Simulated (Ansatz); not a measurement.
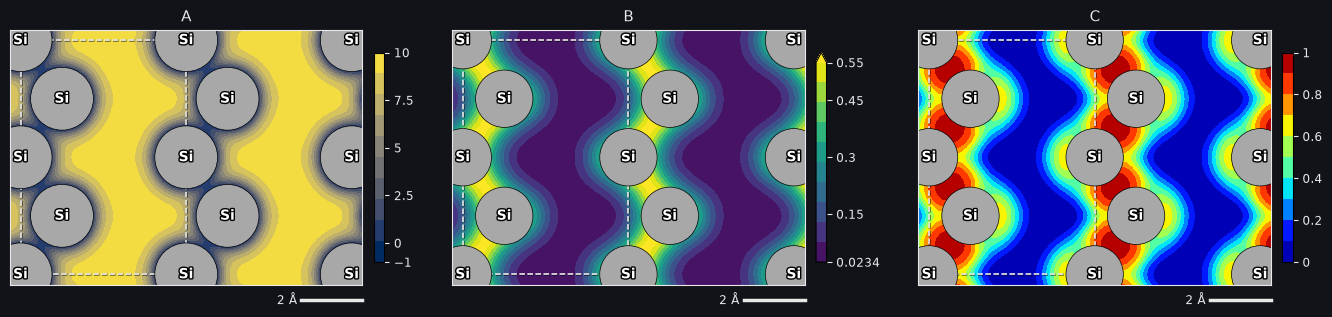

Si: 3 fields on the (101) plane of the conventional cell, with unlabelled colour scales. Grey discs cover the atomic cores.

Space group Fd-3m.

Theory: Ansatz, DFT, PBEsol, PAW with Ansatz's default frozen-core files, scalar-relativistic; relaxation of cell and atoms.

```
CELL_PARAMETERS angstrom
5.43346 0.00000 0.00000
0.00000 5.43346 0.00000
0.00000 0.00000 5.43346
ATOMIC_POSITIONS crystal
Si 0.75000 0.25000 0.25000
Si 0.25000 0.75000 0.25000
Si 0.25000 0.25000 0.75000
Si 0.75000 0.75000 0.75000
Si 0.50000 0.00000 0.00000
Si 0.00000 0.50000 0.00000
Si 0.00000 0.00000 0.50000
Si 0.50000 0.50000 0.50000
```

> The panels show electron localisation function, electrostatic potential energy of an electron and valence pseudo-density in some order. Assign them.

Panel A: electrostatic potential energy of an electron (low next to the atoms, rising into the space between them). Panel B: valence pseudo-density. Panel C: electron localisation function. From the grid: Si–Si (2.35 Å): the density is about 0.56 e/Å³ at the midpoint; the ELF peaks at about 0.95 between the atoms; a shared electron pair.
